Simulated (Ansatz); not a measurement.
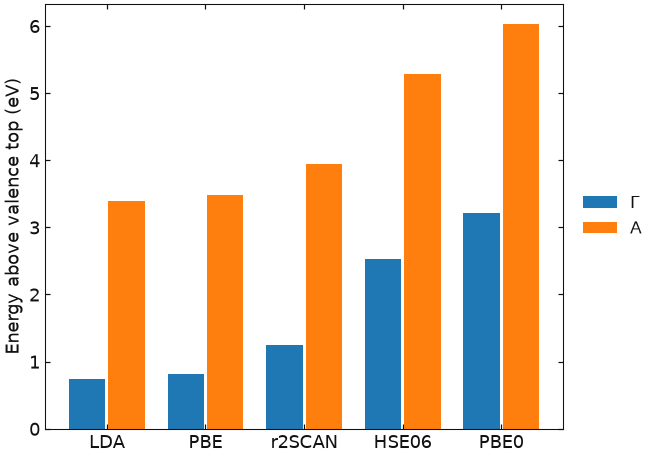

Lowest conduction level at each named k point, counted from the valence-band top at Γ, by several methods on one cell of wurtzite ZnO, space group P6_3mc, 4 atoms in the cell, relaxed with r2SCAN; a = 3.235 Å, c = 5.211 Å (hexagonal axes). All runs are without spin-orbit coupling and carry no moments. The cell is at 6 GPa in PBE.

Does PBE0 shift these levels rigidly from PBE?

Answer. The shifts are +2.41 eV at Γ and +2.55 eV at A, and at points that aren't plotted +2.79 eV (M), +2.57 eV (L), +2.46 eV (K) and +2.61 eV (H): over the named points that both runs hold, a spread of 0.38 eV on a mean of 2.57 eV, so one shift describes them only roughly.

How do the methods rank at Γ?

Answer. From low to high: LDA 0.74, PBE 0.81, r2SCAN 1.24, HSE06 2.53, PBE0 3.22 eV.

Do the methods agree on which of these conduction levels is lowest?

Answer. Yes: all put it at Γ.

| method | program | Γ (eV) | A (eV) |
| --- | --- | --- | --- |
| LDA | Ansatz | 0.74 | 3.39 |
| PBE | Ansatz | 0.81 | 3.48 |
| r2SCAN | Ansatz | 1.24 | 3.94 |
| HSE06 | Ansatz | 2.53 | 5.29 |
| PBE0 | Ansatz | 3.22 | 6.03 |

Settings. LDA: Ansatz PAW set, 12×12×6 k mesh, 420 eV cutoff, fixed occupations (Ansatz). PBE: Ansatz PAW set, 12×12×6 k mesh, 420 eV cutoff, Fermi-Dirac smearing of 0.02 eV (Ansatz 0.2.0). r2SCAN: Ansatz PAW set, 12×12×6 k mesh, 500 eV cutoff, fixed occupations (Ansatz 0.2.0). HSE06: Ansatz PAW set, 6×6×4 k mesh, 420 eV cutoff, fixed occupations (Ansatz 0.2.0). PBE0: Ansatz PAW set, 6×6×4 k mesh, 420 eV cutoff, fixed occupations (Ansatz).

These are five of the 8 methods that were run on this cell. LDA, r2SCAN, HSE06 and PBE0: the PAW data sets were made with another functional. LDA, GGA and most meta-GGA functionals understate gaps. HSE06: the k mesh is thin for exact exchange.
